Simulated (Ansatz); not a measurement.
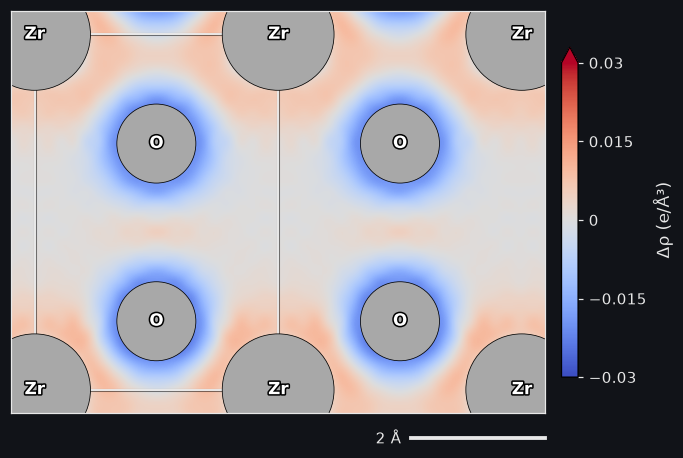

ZrO₂. Difference of the valence pseudo-densities of two functionals at the same geometry, on the (100) plane of the calculation cell: one of PBE and r2SCAN less the other.

Space group P4₂/nmc; started from the ZrO2 prototype.

Both computed with Ansatz (plane waves, PAW), on the same k-point mesh. Grey discs cover the atomic cores.

```xyz
6
Lattice="3.6211 0.0000 0.0000 0.0000 3.6211 0.0000 0.0000 0.0000 5.2825" Properties=species:S:1:pos:R:3 pbc="T T T"
Zr    0.0000    0.0000    0.0000
Zr    1.8105    1.8105    2.6413
O     0.0000    1.8105    1.0185
O     0.0000    1.8105    3.6598
O     1.8105    0.0000    1.6227
O     1.8105    0.0000    4.2640
```

Which was subtracted from which, and what does the map show?

It is PBE less r2SCAN. Against r2SCAN, PBE gives more density around Zr (+0.006 e/Å³ on average at 1.2 Å from the nucleus), less density around O (−0.015 e/Å³ on average at 0.7 Å from the nucleus) and a change of +0.005 e/Å³ at the midpoint of Zr–O.
